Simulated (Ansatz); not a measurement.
# Al: what the fields show

Input

```
crystal:
  lattice:
    - [4.9869276787, 0.0, 0.0]
    - [0.0, 4.9869276787, 0.0]
    - [0.0, 0.0, 4.9869276787]
  atoms:
    - { symbol: Al, position: [0.25, 0.0, 0.5] }
    - { symbol: Al, position: [0.75, 0.0, 0.5] }
    - { symbol: Al, position: [0.5, 0.25, 0.0] }
    - { symbol: Al, position: [0.5, 0.75, 0.0] }
    - { symbol: Al, position: [0.0, 0.5, 0.25] }
    - { symbol: Al, position: [0.0, 0.5, 0.75] }
basis:
  ecutwfc: 420
kpoints:
  mp_grid: { grid: [8, 8, 8] }
  band_path:
    path:
      - [[0.0, 0.0, 0.0], [0.0, 0.5, 0.0], [0.5, 0.5, 0.0], [0.0, 0.0, 0.0], [0.5, 0.5, 0.5], [0.0, 0.5, 0.0]]
      - [[0.5, 0.5, 0.5], [0.5, 0.5, 0.0]]
    npoints: 14
hamiltonian:
  xc: pbe
scf:
  occupations: { method: gaussian, width: 0.1 }
  n_extra_bands: 15
output:
  forces: true
  stress: true
  eigenvalues: true
  populations: true
  dos: { projected: true, de: 0.02, nscf_kmesh: { grid: [10, 10, 10] } }
  bader: true
  write_density: true
  write_potential: true
  elf: true
  volumetric_format: npy
```

Launched as:

```sh
ansatz run input.yaml --threads 1 --pin off --max-ram 2048MiB --backend cpu --events-out ev --progress --plain --runs-dir out
```

Below, planes, directions and counts refer to the conventional cell (a = 4.99 Å, b = 4.99 Å, c = 4.99 Å, α = 90.00°, β = 90.00°, γ = 90.00°).

Space group Pm-3n; a structure generated by program, which may or may not match a known phase.

These are results of DFT PBE, scalar-relativistic, plane waves, PAW (Ansatz), not measurements.

In a PAW calculation such maps are meaningful between the atoms, not at the nuclei.

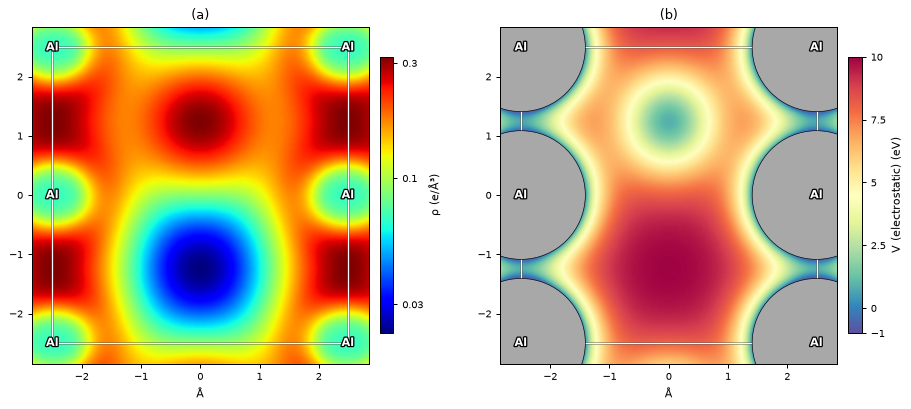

Figure 1. (a) valence electron density; (b) electrostatic potential (local pseudopotential plus Hartree) felt by an electron on the (010) plane of the conventional cell. Grey discs cover the atomic cores in the potential map.

### Interpret the plot.

The section cuts through Al sites. Al–Al (2.49 Å): ρ at the midpoint is about 0.32 e/Å³. Between the atoms the lowest density in this plane is 0.02 e/Å³. Outside the cores the potential energy rises away from the atoms and is highest about 2.8 Å from the nearest atoms; its zero is arbitrary.

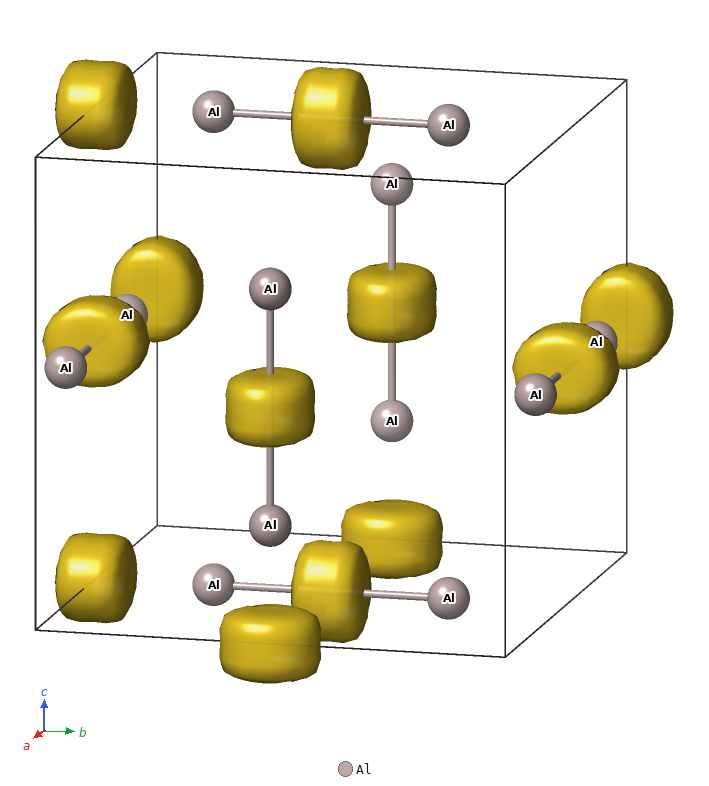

Figure 2. Isosurface of the ELF at 0.8 (yellow), seen slightly off an axis. Core shells and regions of very low density are left out. Sticks mark near contacts.

### Identify the bonds, lone pairs and shells in this picture.

At this value the surface marks out six regions between bonded Al–Al atoms, counted in one cell of 6 atoms. Regions shared between cells count once. Along the contacts the grid gives the following. Al–Al (2.49 Å): the ELF peaks at about 0.90 between the atoms.

### Does the calculation make it a metal, or give it a gap?

It is gapless in this calculation (a metal or semimetal).
